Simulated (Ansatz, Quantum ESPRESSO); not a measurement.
# Band line-up of the AlN/SiC(110) superlattice, 7 + 7 layers, a = 4.302 Å, part 5 of 8

Wanted: the band alignment of the AlN/SiC(110) superlattice, 7 + 7 layers, a = 4.302 Å.

Quantum ESPRESSO 7.5; plane-wave DFT, LDA, GBRV ultrasoft pseudopotentials; geometry and cross-check by Ansatz 0.2.0 with PAW datasets.

So far. Step 3 (SCF with pw.x of bulk AlN): The run needed 8 iterations to bring the estimated error under 1e-07 Ry. Step 6 (Planar and running averages of bulk AlN): In a crystal the running mean should be flat; that of average.x keeps a ripple of 0.24 eV. The line-up therefore uses an exact Fourier window on the same potential.

**8. Band structure of bulk SiC**

File b.bands.in:

```
&control
  prefix = 'b.bands'
  outdir = './out'
  pseudo_dir = './pseudo'
  calculation = 'bands'
/
&system
  ibrav = 0
  nat = 4
  ntyp = 2
  ecutwfc = 40
  ecutrho = 200
  occupations = 'smearing'
  smearing = 'fd'
  degauss = 0.002
  nbnd = 16
/
&electrons
  conv_thr = 1e-07
  mixing_beta = 0.5
  electron_maxstep = 120
/
ATOMIC_SPECIES
  Si  28.0850  si_lda_v1.uspp.F.UPF
  C   12.0110  c_lda_v1.2.uspp.F.UPF
CELL_PARAMETERS angstrom
  4.30200000000000 0.00000000000000 0.00000000000000
  0.00000000000000 3.04197337266453 0.00000000000000
  0.00000000000000 0.00000000000000 3.04197337266453
ATOMIC_POSITIONS crystal
  Si  0.000000000000 0.000000000000 0.000000000000
  C   0.250000000000 0.500000000000 0.000000000000
  Si  0.500000000000 0.500000000000 0.500000000000
  C   0.750000000000 0.000000000000 0.500000000000
K_POINTS crystal_b
6
  0.0000000000 0.0000000000 0.0000000000 20
  1.0000000000 0.0000000000 0.0000000000 1
  0.0000000000 0.0000000000 0.0000000000 20
  0.5000000000 0.0000000000 0.5000000000 1
  0.0000000000 0.0000000000 0.0000000000 20
  0.0000000000 0.5000000000 0.5000000000 1
```

Command:

```sh
> cp -r out/b.save out/b.bands.save
> cp out/b.xml out/b.bands.xml
> OMP_NUM_THREADS=1 mpirun -n 2 pw.x -nk 2 -in b.bands.in > b.bands.out
```

Log:

```text
[banner, memory and clock lines left out]
Program PWSCF v.7.5 starts

          URL

     Atomic positions and unit cell read from directory:
     ./out/b.bands.save/

     Found identity + ( -0.5000 -0.5000 -0.5000) symmetry
     This is a supercell, fractional translations are disabled
     Message from routine setup:
     using ibrav=0 with symmetry is DISCOURAGED, use correct ibrav instead

     G-vector sticks info

     bravais-lattice index     =            0
     lattice parameter (alat)  =       8.1296  a.u.
     unit-cell volume          =     268.6444 (a.u.)^3
     number of atoms/cell      =            4
     number of atomic types    =            2
     number of electrons       =        16.00
     number of Kohn-Sham states=           16
     kinetic-energy cutoff     =      40.0000  Ry
     charge density cutoff     =     200.0000  Ry
     Exchange-correlation= SLA  PZ   NOGX NOGC
                           (   1   1   0   0   0   0   0)

     celldm(1)=   8.129602  celldm(2)=   0.000000  celldm(3)=   0.000000
     celldm(4)=   0.000000  celldm(5)=   0.000000  celldm(6)=   0.000000

     crystal axes: (cart. coord. in units of alat)
               a(1) = (   1.000000   0.000000   0.000000 )
               a(2) = (   0.000000   0.707107   0.000000 )
               a(3) = (   0.000000   0.000000   0.707107 )

     reciprocal axes: (cart. coord. in units 2 pi/alat)
               b(1) = (  1.000000  0.000000  0.000000 )
               b(2) = (  0.000000  1.414214  0.000000 )
               b(3) = (  0.000000  0.000000  1.414214 )

     PseudoPot. # 1 for Si read from file:
     ./pseudo/si_lda_v1.uspp.F.UPF
     Pseudo is Ultrasoft + core correction, Zval =  4.0
     Generated by new atomic code, or converted to UPF format
     Using radial grid of  899 points,  6 beta functions with:
                l(1) =   0
                l(2) =   0
                l(3) =   1
                l(4) =   1
                l(5) =   2
                l(6) =   2
     Q(r) pseudized with  8 coefficients,  rinner =    0.900   0.900   0.900
                                                       0.900   0.900

     PseudoPot. # 2 for C  read from file:
     ./pseudo/c_lda_v1.2.uspp.F.UPF
     Pseudo is Ultrasoft + core correction, Zval =  4.0
     Generated by new atomic code, or converted to UPF format
     Using radial grid of  721 points,  4 beta functions with:
                l(1) =   0
                l(2) =   0
                l(3) =   1
                l(4) =   1
     Q(r) pseudized with  8 coefficients,  rinner =    1.100   1.100   1.100

     atomic species   valence    mass     pseudopotential
     Si                4.00    28.08500     Si( 1.00)
     C                 4.00    12.01100     C ( 1.00)

      8 Sym. Ops. (no inversion) found

   Cartesian axes

     site n.     atom                  positions (alat units)
         1        Si     tau(   1) = (   0.0000000   0.0000000   0.0000000  )
         2        C      tau(   2) = (   0.2500000   0.3535534   0.0000000  )
         3        Si     tau(   3) = (   0.5000000   0.3535534   0.3535534  )
         4        C      tau(   4) = (   0.7500000   0.0000000   0.3535534  )

     number of k points=    63  Fermi-Dirac smearing, width (Ry)=  0.0020
                       cart. coord. in units 2pi/alat
        k(    1) = (   0.0000000   0.0000000   0.0000000), wk =   0.0317460
        k(    2) = (   0.0500000   0.0000000   0.0000000), wk =   0.0317460
        k(    3) = (   0.1000000   0.0000000   0.0000000), wk =   0.0317460
        k(    4) = (   0.1500000   0.0000000   0.0000000), wk =   0.0317460
        k(    5) = (   0.2000000   0.0000000   0.0000000), wk =   0.0317460
        k(    6) = (   0.2500000   0.0000000   0.0000000), wk =   0.0317460
        k(    7) = (   0.3000000   0.0000000   0.0000000), wk =   0.0317460
        k(    8) = (   0.3500000   0.0000000   0.0000000), wk =   0.0317460
        k(    9) = (   0.4000000   0.0000000   0.0000000), wk =   0.0317460
        k(   10) = (   0.4500000   0.0000000   0.0000000), wk =   0.0317460
        k(   11) = (   0.5000000   0.0000000   0.0000000), wk =   0.0317460
        k(   12) = (   0.5500000   0.0000000   0.0000000), wk =   0.0317460
        k(   13) = (   0.6000000   0.0000000   0.0000000), wk =   0.0317460
        k(   14) = (   0.6500000   0.0000000   0.0000000), wk =   0.0317460
        k(   15) = (   0.7000000   0.0000000   0.0000000), wk =   0.0317460
        k(   16) = (   0.7500000   0.0000000   0.0000000), wk =   0.0317460
        k(   17) = (   0.8000000   0.0000000   0.0000000), wk =   0.0317460
        k(   18) = (   0.8500000   0.0000000   0.0000000), wk =   0.0317460
        k(   19) = (   0.9000000   0.0000000   0.0000000), wk =   0.0317460
        k(   20) = (   0.9500000   0.0000000   0.0000000), wk =   0.0317460
        k(   21) = (   1.0000000   0.0000000   0.0000000), wk =   0.0317460
        k(   22) = (   0.0000000   0.0000000   0.0000000), wk =   0.0317460
        k(   23) = (   0.0250000   0.0000000   0.0353553), wk =   0.0317460
        k(   24) = (   0.0500000   0.0000000   0.0707107), wk =   0.0317460
        k(   25) = (   0.0750000   0.0000000   0.1060660), wk =   0.0317460
        k(   26) = (   0.1000000   0.0000000   0.1414214), wk =   0.0317460
        k(   27) = (   0.1250000   0.0000000   0.1767767), wk =   0.0317460
        k(   28) = (   0.1500000   0.0000000   0.2121320), wk =   0.0317460
        k(   29) = (   0.1750000   0.0000000   0.2474874), wk =   0.0317460
        k(   30) = (   0.2000000   0.0000000   0.2828427), wk =   0.0317460
        k(   31) = (   0.2250000   0.0000000   0.3181981), wk =   0.0317460
        k(   32) = (   0.2500000   0.0000000   0.3535534), wk =   0.0317460
        k(   33) = (   0.2750000   0.0000000   0.3889087), wk =   0.0317460
        k(   34) = (   0.3000000   0.0000000   0.4242641), wk =   0.0317460
        k(   35) = (   0.3250000   0.0000000   0.4596194), wk =   0.0317460
        k(   36) = (   0.3500000   0.0000000   0.4949747), wk =   0.0317460
        k(   37) = (   0.3750000   0.0000000   0.5303301), wk =   0.0317460
        k(   38) = (   0.4000000   0.0000000   0.5656854), wk =   0.0317460
        k(   39) = (   0.4250000   0.0000000   0.6010408), wk =   0.0317460
        k(   40) = (   0.4500000   0.0000000   0.6363961), wk =   0.0317460
        k(   41) = (   0.4750000   0.0000000   0.6717514), wk =   0.0317460
        k(   42) = (   0.5000000   0.0000000   0.7071068), wk =   0.0317460
        k(   43) = (   0.0000000   0.0000000   0.0000000), wk =   0.0317460
        k(   44) = (   0.0000000   0.0353553   0.0353553), wk =   0.0317460
        k(   45) = (   0.0000000   0.0707107   0.0707107), wk =   0.0317460
[...]
-5.7122  -0.9951   2.3148   5.7587   6.5938   8.7062   9.5746   9.5746
    11.6555  14.7661  16.5875  17.4230  17.4230  17.5436  23.2756  23.3066

          k = 0.1250 0.0000 0.1768 (  1146 PWs)   bands (ev):

    -5.5991  -1.1426   2.5298   5.5086   6.6795   8.2280   9.5064   9.5064
    11.9277  15.1677  16.5237  17.5323  17.5323  17.8243  22.8952  22.9004

          k = 0.1500 0.0000 0.2121 (  1144 PWs)   bands (ev):

    -5.4615  -1.2892   2.7147   5.3053   6.7826   7.7012   9.4298   9.4299
    12.2098  15.6413  16.4308  17.6372  17.6372  18.1392  22.4336  22.4521

          k = 0.1750 0.0000 0.2475 (  1146 PWs)   bands (ev):

    -5.2996  -1.4292   2.8260   5.1977   6.9021   7.1410   9.3479   9.3480
    12.4991  16.1702  16.3237  17.7226  17.7226  18.4617  21.9322  21.9617

          k = 0.2000 0.0000 0.2828 (  1145 PWs)   bands (ev):

    -5.1142  -1.5588   2.8270   5.2258   6.5596   7.0368   9.2634   9.2634
    12.7966  16.2115  16.7320  17.7752  17.7752  18.7729  21.4207  21.4403

          k = 0.2250 0.0000 0.3182 (  1147 PWs)   bands (ev):

    -4.9057  -1.6759   2.7174   5.3919   5.9666   7.1850   9.1786   9.1787
    13.1047  16.0997  17.2936  17.7865  17.7865  19.0577  20.9032  20.9285

          k = 0.2500 0.0000 0.3536 (  1146 PWs)   bands (ev):

    -4.6752  -1.7791   2.5308   5.3696   5.6627   7.3445   9.0959   9.0960
    13.4255  15.9924  17.7556  17.7556  17.7956  19.3050  20.3637  20.5062

          k = 0.2750 0.0000 0.3889 (  1146 PWs)   bands (ev):

    -4.4237  -1.8679   2.3049   4.7753   5.9998   7.5128   9.0170   9.0170
    13.7599  15.8920  17.6888  17.6889  18.1201  19.5064  19.8335  20.2556

          k = 0.3000 0.0000 0.4243 (  1141 PWs)   bands (ev):

    -4.1530  -1.9424   2.0668   4.1895   6.3745   7.6865   8.9433   8.9434
    14.1071  15.8003  17.5968  17.5969  18.1280  19.3229  19.6584  20.2871

          k = 0.3250 0.0000 0.4596 (  1151 PWs)   bands (ev):

    -3.8654  -2.0029   1.8330   3.6176   6.7666   7.8616   8.8762   8.8762
    14.4636  15.7185  17.4911  17.4911  17.8678  18.8413  19.7624  20.5047

          k = 0.3500 0.0000 0.4950 (  1156 PWs)   bands (ev):

    -3.5645  -2.0505   1.6146   3.0660   7.1603   8.0335   8.8164   8.8164
    14.8214  15.6472  17.3821  17.3821  17.5015  18.3976  19.8254  20.6900

          k = 0.3750 0.0000 0.5303 (  1160 PWs)   bands (ev):

    -3.2555  -2.0865   1.4189   2.5418   7.5408   8.1963   8.7648   8.7649
    15.1624  15.5869  17.1349  17.2782  17.2782  18.0005  19.8565  20.7207

          k = 0.4000 0.0000 0.5657 (  1162 PWs)   bands (ev):

    -2.9470  -2.1124   1.2514   2.0553   7.8927   8.3437   8.7220   8.7220
    15.4448  15.5376  16.8459  17.1858  17.1858  17.6589  19.8658  20.5944

          k = 0.4250 0.0000 0.6010 (  1158 PWs)   bands (ev):

    -2.6532  -2.1300   1.1164   1.6220   8.1981   8.4686   8.6884   8.6884
    15.4995  15.5882  16.7282  17.1098  17.1098  17.3813  19.8632  20.3705

          k = 0.4500 0.0000 0.6364 (  1151 PWs)   bands (ev):

    -2.3977  -2.1410   1.0174   1.2662   8.4375   8.5641   8.6642   8.6642
    15.4723  15.5639  16.8067  17.0533  17.0533  17.1759  19.8560  20.1220

          k = 0.4750 0.0000 0.6718 (  1153 PWs)   bands (ev):

    -2.2160  -2.1469   0.9569   1.0240   8.5915   8.6242   8.6496   8.6496
    15.4561  15.4858  16.9446  17.0186  17.0186  17.0496  19.8494  19.9238

          k = 0.5000 0.0000 0.7071 (  1160 PWs)   bands (ev):

    -2.1488  -2.1487   0.9366   0.9366   8.6447   8.6447   8.6447   8.6447
    15.4506  15.4506  17.0069  17.0069  17.0069  17.0069  19.8468  19.8468

          k = 0.0000 0.0000 0.0000 (  1125 PWs)   bands (ev):

    -5.9142  -0.6259   1.7658   6.4388   6.4388   9.7107   9.7107   9.7107
    10.9948  14.0381  16.4513  17.1753  17.1753  17.1753  23.9805  23.9805

          k = 0.0000 0.0354 0.0354 (  1137 PWs)   bands (ev):

    -5.8973  -0.6201   1.7798   6.3839   6.3910   9.6602   9.6765   9.6766
    11.0841  14.1182  16.4929  17.1331  17.2242  17.2243  23.8772  23.9853

          k = 0.0000 0.0707 0.0707 (  1137 PWs)   bands (ev):

    -5.8467  -0.6029   1.8215   6.2332   6.2544   9.5137   9.5777   9.5778
    11.3378  14.3516  16.5920  17.0281  17.3675  17.3676  23.4752  23.5800

          k = 0.0000 0.1061 0.1061 (  1147 PWs)   bands (ev):

    -5.7625  -0.5758   1.8897   6.0186   6.0464   9.2840   9.4229   9.4230
    11.7224  14.7213  16.5947  17.0016  17.5958  17.5958  22.7064  23.1220

          k = 0.0000 0.1414 0.1414 (  1142 PWs)   bands (ev):

    -5.6448  -0.5408   1.9825   5.7747   5.7898   8.9868   9.2241   9.2242
    12.2012  15.2052  16.3635  17.1662  17.8960  17.8961  21.9496  22.5464

          k = 0.0000 0.1768 0.1768 (  1140 PWs)   bands (ev):

    -5.4940  -0.5007   2.0965   5.5075   5.5294   8.6369   8.9940   8.9941
    12.7411  15.7819  16.0286  17.3446  18.2543  18.2544  21.2988  21.8981

          k = 0.0000 0.2121 0.2121 (  1148 PWs)   bands (ev):

    -5.3104  -0.4592   2.2260   5.2213   5.3035   8.2466   8.7442   8.7443
    13.3113  15.6401  16.4325  17.4114  18.6573  18.6574  20.8538  21.2208

          k = 0.0000 0.2475 0.2475 (  1152 PWs)   bands (ev):

    -5.0945  -0.4205   2.3618   4.9528   5.1126   7.8247   8.4850   8.4851
    13.8766  15.2141  17.1411  17.2813  19.0934  19.0934  20.5610  20.6984

          k = 0.0000 0.2828 0.2828 (  1154 PWs)   bands (ev):

    -4.8469  -0.3888   2.4884   4.7259   4.9679   7.3773   8.2246   8.2246
    14.3866  14.7601  16.9655  17.8945  19.5525  19.5525  19.9776  20.8216

          k = 0.0000 0.3182 0.3182 (  1146 PWs)   bands (ev):

    -4.5684  -0.3680   2.5828   4.5694   4.8778   6.9079   7.9695   7.9695
    14.2872  14.7632  16.5537  18.6806  19.5548  20.0264  20.0264  20.3035

          k = 0.0000 0.3536 0.3536 (  1136 PWs)   bands (ev):

    -4.2598  -0.3607   2.6186   4.5126   4.8472   6.4191   7.7250   7.7250
    13.8063  14.9066  16.1250  19.3957  19.4650  19.5110  20.5081  20.5081

          k = 0.0000 0.3889 0.3889 (  1138 PWs)   bands (ev):

    -3.9226  -0.3680   2.5828   4.5694   4.8778   5.9127   7.4952   7.4952
    13.3309  14.7632  15.7208  18.6806  19.5548  20.3035  20.9914  20.9914

          k = 0.0000 0.4243 0.4243 (  1158 PWs)   bands (ev):

    -3.5583  -0.3888   2.4884   4.7259   4.9679   5.3903   7.2831   7.2832
    12.8756  14.3866  15.3578  17.8945  19.9776  21.1114  21.4700  21.4700

          k = 0.0000 0.4596 0.4596 (  1156 PWs)   bands (ev):

    -3.1692  -0.4205   2.3618   4.8549   4.9528   5.1126   7.0915   7.0915
    12.4536  13.8766  15.0407  17.1411  20.5610  21.8941  21.9378  21.9378

          k = 0.0000 0.4950 0.4950 (  1156 PWs)   bands (ev):

    -2.7583  -0.4592   2.2260   4.3109   5.2213   5.3035   6.9221   6.9222
    12.0756  13.3113  14.7697  16.4325  21.2208  22.3870  22.3870  22.6275

          k = 0.0000 0.5303 0.5303 (  1144 PWs)   bands (ev):

    -2.3306  -0.5007   2.0965   3.7647   5.5074   5.5294   6.7766   6.7767
    11.7491  12.7411  14.5434  15.7819  21.8981  22.8081  22.8082  23.2834

          k = 0.0000 0.5657 0.5657 (  1146 PWs)   bands (ev):

    -1.8936  -0.5408   1.9825   3.2262   5.7747   5.7897   6.6562   6.6562
    11.4788  12.2012  14.3601  15.2053  22.5464  23.1888  23.1888  23.8330

          k = 0.0000 0.6010 0.6010 (  1158 PWs)   bands (ev):

    -1.4614  -0.5758   1.8897   2.7117   6.0186   6.0464   6.5615   6.5616
    11.2674  11.7224  14.2186  14.7213  23.1219  23.5137  23.5137  24.0212

          k = 0.0000 0.6364 0.6364 (  1164 PWs)   bands (ev):

    -1.0613  -0.6030   1.8215   2.2510   6.2332   6.2543   6.4935   6.4935
    11.1160  11.3378  14.1182  14.3517  23.5800  23.7650  23.7650  23.9993

          k = 0.0000 0.6718 0.6718 (  1176 PWs)   bands (ev):

    -0.7505  -0.6201   1.7798   1.9030   6.3839   6.3910   6.4525   6.4525
    11.0251  11.0841  14.0581  14.1182  23.8772  23.9253  23.9253  23.9853

          k = 0.0000 0.7071 0.7071 (  1176 PWs)   bands (ev):

    -0.6259  -0.6259   1.7658   1.7658   6.4388   6.4388   6.4388   6.4388
    10.9948  10.9948  14.0381  14.0381  23.9805  23.9805  23.9805  23.9805

     XML data file, pseudopotentials, collected wavefunctions

                                        0.00s GPU  (    1307 calls)
```

Elapsed: 6.6 s, on 2 MPI ranks of Arm Neoverse V2, shared host; peak memory 0.11 GiB; 13 s of CPU time.

Numbers from this step:

| Property | Result |
| --- | --- |
| valence top, on the run's zero | 9.711 eV |
| conduction bottom, on the run's zero | 10.99 eV |
| gap by band count | 1.284 eV |

Band numbers count within the set of bands kept for display; the cell holds two formula units, so the X point along 001 folds onto the zone centre. The electronic bands at the labelled points (eV, zero at the Fermi level, which the smearing puts inside the gap; v1 is the highest filled band, c1 the lowest empty one):

| point | v4 | v3 | v2 | v1 | c1 | c2 | c3 | c4 |
| --- | --- | --- | --- | --- | --- | --- | --- | --- |
| L | -1.78 | -1.78 | -1.78 | -1.78 | 5.03 | 5.03 | 6.59 | 6.59 |
| Γ | -3.98 | -0.71 | -0.71 | -0.71 | 0.57 | 3.62 | 6.03 | 6.75 |
| X | -3.98 | -3.98 | -3.98 | -3.98 | 0.57 | 0.57 | 3.62 | 3.62 |

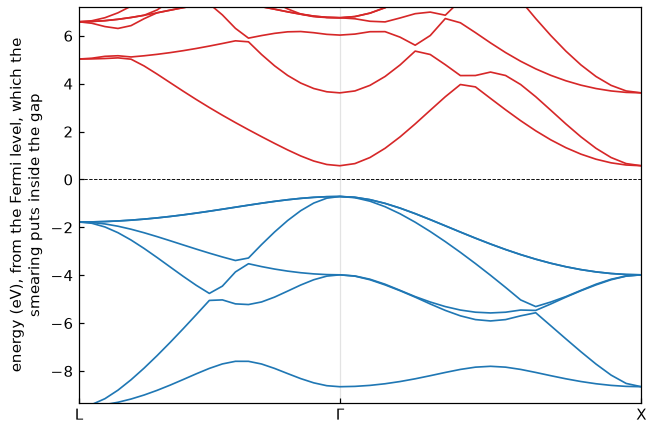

Electronic bands along the path; lines of filled and empty bands in two colours.

**9. Potential by pp.x of bulk SiC**

File b.pot.in:

```
&inputpp
  prefix = 'b'
  outdir = './out'
  filplot = 'b.pot.dat'
  plot_num = 11
/
```

Command:

```sh
> OMP_NUM_THREADS=1 mpirun -n 2 pp.x -in b.pot.in > b.pot.out
```

Wall time 0.76 s (2 MPI ranks); peak memory 0.09 GiB; 1.4 s of CPU time.

**10. Macroscopic average of bulk SiC**

File b.avg.in:

```
1
b.pot.dat
1.0
40
3
5.7484965527
```

Command:

```sh
> OMP_NUM_THREADS=1 average.x < b.avg.in > b.avg.out
```

The job ended after 0.47 s (1 MPI rank; peak memory 0.09 GiB).

Read from the output:

| Item | Value |
| --- | --- |
| average.x's running mean over the crystal, on the run's own zero | 1.926 eV |
| mean potential by an exact Fourier window over the crystal, on the run's own zero | 1.926 eV |

In a crystal the running mean should be flat; that of average.x keeps a ripple of 0.24 eV. The line-up therefore uses an exact Fourier window on the same potential.

(Continued in part 6 of 8.)

[Logs are printed without paths, hosts, clocks, repeated set-up lines and the standing remarks that a program may print on its own settings, such as how far it seeks lower states.]

[Hosts, paths, dates, database ids (printed as entryN), source tags and the programs' standing remarks are cut or masked in the printed files.]

[Maps of the electrostatic potential energy from Ansatz leave out the sawtooth potential of an applied field or a dipole correction, so their vacuum need not be flat; planar profiles and work functions include it.]
